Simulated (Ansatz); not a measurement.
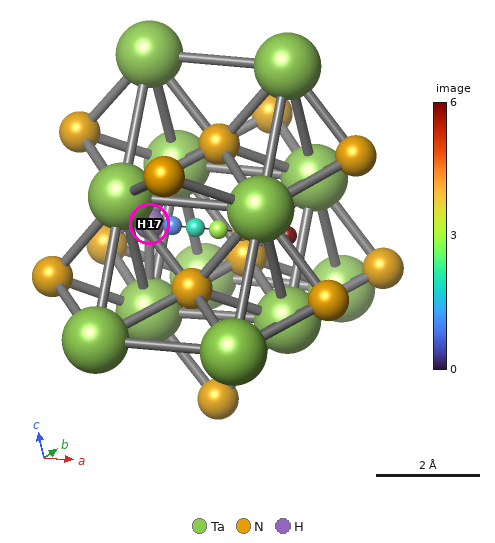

A nudged-elastic-band calculation for a defect cell of composition Ta$_{8}$HN$_{8}$ (17 atoms in the cell). Images are numbered from 0 (start) to 6 (end). The start is drawn whole; smaller spheres mark the moving atoms (H) in the later images, joined by lines and coloured by the number of the image. Style: ball-and-stick. Shown: the atoms within 4.4 Å of the middle of the path, slightly off an axis. The moving atom is ringed, with any periodic copies. Bonds to atoms that aren't drawn are left out.

All numbers below come from DFT PBE, scalar-relativistic, plane waves, PAW in Ansatz 0.2.0.

Input
```yaml
crystal:
  lattice:
    - [0.0, 0.0, 5.7955432028]
    - [-2.9501846797, -5.1098697569, 0.0]
    - [5.9003693593, 0.0, 0.0]
  atoms:
    - { symbol: Ta, position: [0.2500150046, 0.1666835465, 0.8333400989] }
    - { symbol: Ta, position: [0.7500159395, 0.1666477834, 0.8333470193] }
    - { symbol: Ta, position: [0.2499758151, 0.1767786101, 0.3383949394] }
    - { symbol: Ta, position: [0.7499813195, 0.1657351382, 0.3329008612] }
    - { symbol: Ta, position: [0.2499795268, 0.6616183523, 0.8232154129] }
    - { symbol: Ta, position: [0.7499850568, 0.667082634, 0.8342334835] }
    - { symbol: Ta, position: [0.2500149432, 0.6616150062, 0.3383963292] }
    - { symbol: Ta, position: [0.7500170267, 0.6670640862, 0.3329109946] }
    - { symbol: "N", position: [-0.0024967634, 0.0019234473, 0.5038946899] }
    - { symbol: "N", position: [0.5025031634, 0.0019151973, 0.5038831628] }
    - { symbol: "N", position: [-0.0024981341, 0.0019368381, -0.0019412555] }
    - { symbol: "N", position: [0.5025099465, 0.0019495708, -0.0019577886] }
    - { symbol: "N", position: [0.0012316378, 0.4999831202, 0.5000001307] }
    - { symbol: "N", position: [0.4987419504, 0.4999788506, 0.4999998693] }
    - { symbol: "N", position: [-0.002495987, 0.4961103759, -0.0019353101] }
    - { symbol: "N", position: [0.5025033884, 0.496123656, -0.0019266393] }
    - { symbol: H, position: [0.2500752716, 0.8333403967, 0.1666663918] }
basis:
  ecutwfc: 420
  xc_grid: 2
kpoints:
  mp_grid: { grid: [4, 5, 5], shift: [0.5, 0.0, 0.0] }
hamiltonian:
  xc: pbe
scf:
  occupations: { method: gaussian, width: 0.1 }
output:
  forces: true
neb:
  images: 5
  f_tol: 0.05
  max_iterations: 70
  order_check: false
  final_atoms:
    - { symbol: Ta, position: [0.2499840605, 0.1666477834, 0.8333470193] }
    - { symbol: Ta, position: [0.7499849954, 0.1666835465, 0.8333400989] }
    - { symbol: Ta, position: [0.2500186805, 0.1657351382, 0.3329008612] }
    - { symbol: Ta, position: [0.7500241849, 0.1767786101, 0.3383949394] }
    - { symbol: Ta, position: [0.2500149432, 0.667082634, 0.8342334835] }
    - { symbol: Ta, position: [0.7500204732, 0.6616183523, 0.8232154129] }
    - { symbol: Ta, position: [0.2499829733, 0.6670640862, 0.3329109946] }
    - { symbol: Ta, position: [0.7499850568, 0.6616150062, 0.3383963292] }
    - { symbol: "N", position: [0.0024967634, 0.0019234473, 0.5038946899] }
    - { symbol: "N", position: [0.4974968366, 0.0019151973, 0.5038831628] }
    - { symbol: "N", position: [0.0024981341, 0.0019368381, -0.0019412555] }
    - { symbol: "N", position: [0.4974900535, 0.0019495708, -0.0019577886] }
    - { symbol: "N", position: [-0.0012316378, 0.4999831202, 0.5000001307] }
    - { symbol: "N", position: [0.5012580496, 0.4999788506, 0.4999998693] }
    - { symbol: "N", position: [0.002495987, 0.4961103759, -0.0019353101] }
    - { symbol: "N", position: [0.4974966116, 0.496123656, -0.0019266393] }
    - { symbol: H, position: [0.7499247284, 0.8333403967, 0.1666663918] }
```

Run as
```bash
ansatz run input.yaml --threads 4 --pin off --max-ram 10240MiB --backend cpu --events-out ev --progress --plain --runs-dir out
```

What moves, how far, and at what cost in energy?

Answer. The H atom travels furthest, 2.90 Å from end to end, along +a, on a straight line. At the highest image its nearest neighbour (N) is 1.75 Å away, against 1.75 Å at the start. The two ends have the same energy, and the highest point, image 3, lies 1.85 eV above the start. The band converged in 5 iterations. The largest component of the band force went from 0.56 to 0.016 eV/Å. The climbing image converged on the top of the path. Its curvatures weren't checked.

Limits of the set-up: the cell has an odd number of electrons but was run without spin polarisation; the periodic images lie only 5.8 Å apart, so the values are limited by the cell's size.

Cost: 11 min on 4 threads of Oxide Virtual Turin-like Processor (Zen 5) (shared host), peak memory 3.1 GiB.
